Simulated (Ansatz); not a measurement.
Cu (slab)

The calculation's input:

```
crystal:
  lattice:
    - [5.0393684365, 0.0, 0.0]
    - [0.0, 5.0393684365, 0.0]
    - [0.0, 0.0, 21.3450573916]
  atoms:
    - { symbol: Cu, position: [0.25, 0.25, 0.3747940262] }
    - { symbol: Cu, position: [0.25, 0.75, 0.3747940262] }
    - { symbol: Cu, position: [0.75, 0.25, 0.3747940262] }
    - { symbol: Cu, position: [0.75, 0.75, 0.3747940262] }
    - { symbol: Cu, position: [0.5, 0.5, 0.4582646754] }
    - { symbol: Cu, position: [0.5, 0.0, 0.4582646754] }
    - { symbol: Cu, position: [0.0, 0.5, 0.4582646754] }
    - { symbol: Cu, position: [0.0, 0.0, 0.4582646754] }
    - { symbol: Cu, position: [0.75, 0.75, 0.5417353246] }
    - { symbol: Cu, position: [0.75, 0.25, 0.5417353246] }
    - { symbol: Cu, position: [0.25, 0.75, 0.5417353246] }
    - { symbol: Cu, position: [0.25, 0.25, 0.5417353246] }
    - { symbol: Cu, position: [0.0, 0.0, 0.6252059738] }
    - { symbol: Cu, position: [0.0, 0.5, 0.6252059738] }
    - { symbol: Cu, position: [0.5, 0.0, 0.6252059738] }
    - { symbol: Cu, position: [0.5, 0.5, 0.6252059738] }
basis:
  ecutwfc: 420
kpoints:
  mp_grid: { grid: [4, 4, 1] }
hamiltonian:
  xc: pbe
  dispersion: d3bj
scf:
  occupations: { method: gaussian, width: 0.1 }
output:
  forces: true
  eigenvalues: true
  write_density: true
  write_potential: true
  elf: true
  volumetric_format: npy
relax:
  adjacent_minimum: "off"
  f_tol: 0.03
  max_steps: 70
  constraints: [{ sites: [0, 1, 2, 3, 4, 5, 6, 7] }]
efield:
  axis: 3
  dipole_correction: true
  ramp_width: 0.04
```

Launched as:

```sh
ansatz run input.yaml --threads 4 --pin off --max-ram 12288MiB --backend cpu --events-out ev --progress --plain --runs-dir out
```

The fields are those of the run's last geometry, not of the input's.

Computed without spin polarisation.

These are results of DFT PBE+D3(BJ), scalar-relativistic, plane waves, PAW (Ansatz 0.2.0), not measurements.

What will maps of the valence pseudo-density and electron localisation function show?

Answer. Cu–Cu (2.52 Å): the density is about 0.29 e/Å³ at the midpoint; the ELF is about 0.20 at the midpoint (no localised pair shows between them).

Does the calculation give a band gap?

Answer. It is metallic or semimetallic at this level of theory: no gap opens.

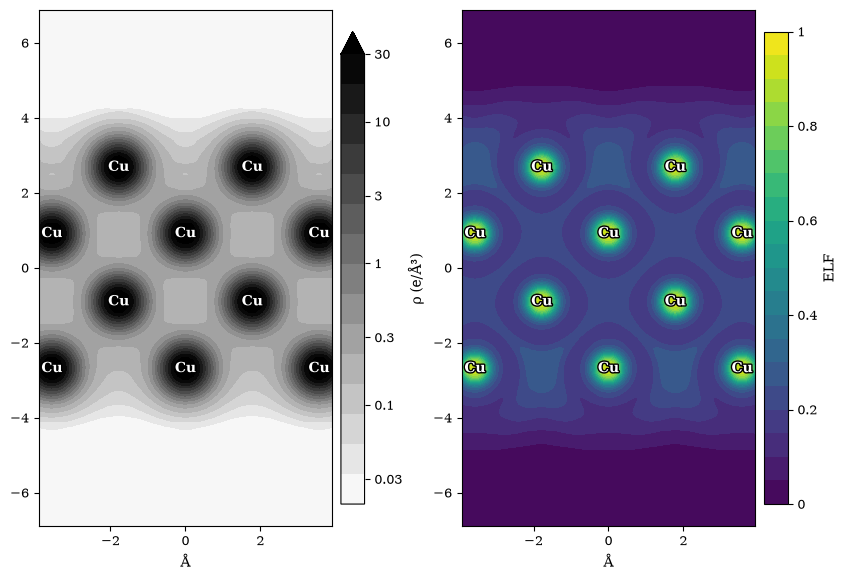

Computed valence pseudo-density and electron localisation function on the (110) plane of the calculation cell, a cut from vacuum to vacuum, in this order. 
